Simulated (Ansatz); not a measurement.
```yaml
crystal:
  lattice:
    - [2.20774, -3.82391, 0.00000]
    - [-4.41547, 0.00000, 0.00000]
    - [0.00000, 0.00000, -5.14615]
  atoms:
    - { symbol: Si, position: [0.00000, 0.00000, 0.50000] }
    - { symbol: Si, position: [0.00000, 0.00000, 0.00000] }
    - { symbol: Ti, position: [0.33333, 0.66667, 0.25000] }
    - { symbol: Ti, position: [0.33333, 0.66667, 0.75000] }
    - { symbol: Si, position: [0.66667, 0.33333, 0.25000] }
    - { symbol: Si, position: [0.66667, 0.33333, 0.75000] }
```

Space group P-6m2; a structure from a database of computed crystals, not necessarily the ambient phase; computed without spin polarisation.

These are results of DFT PBEsol, scalar-relativistic, plane waves, PAW (Ansatz 0.2.0), not measurements.

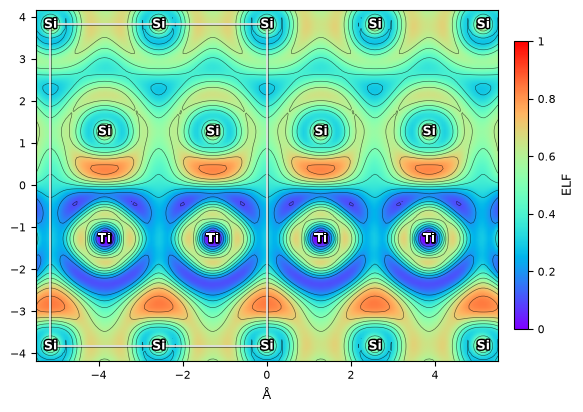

TiSi2. ELF on the (110) plane of the calculation cell.

In a PAW calculation such maps are meaningful between the atoms, not at the nuclei.

What do the fields say about this system?

The plane passes through Si and Ti nuclei. Ti–Si (2.55 Å): the ELF peaks at about 0.80 in the valence shell of Si, 0.9 Å from its nucleus, and is about 0.45 at the midpoint. Si–Si (2.57 Å): the ELF peaks at about 0.70 between the atoms. Ti–Ti (2.57 Å): the ELF is about 0.30 at the midpoint; no shared electron pair shows on this line. Ti–Si (2.86 Å): the ELF peaks at about 0.80 in the valence shell of Si, 1.0 Å from its nucleus, and is about 0.40 at the midpoint. The features right at Ti lie inside the PAW spheres, where the map follows smoothed inner orbitals and isn't to be read closely.
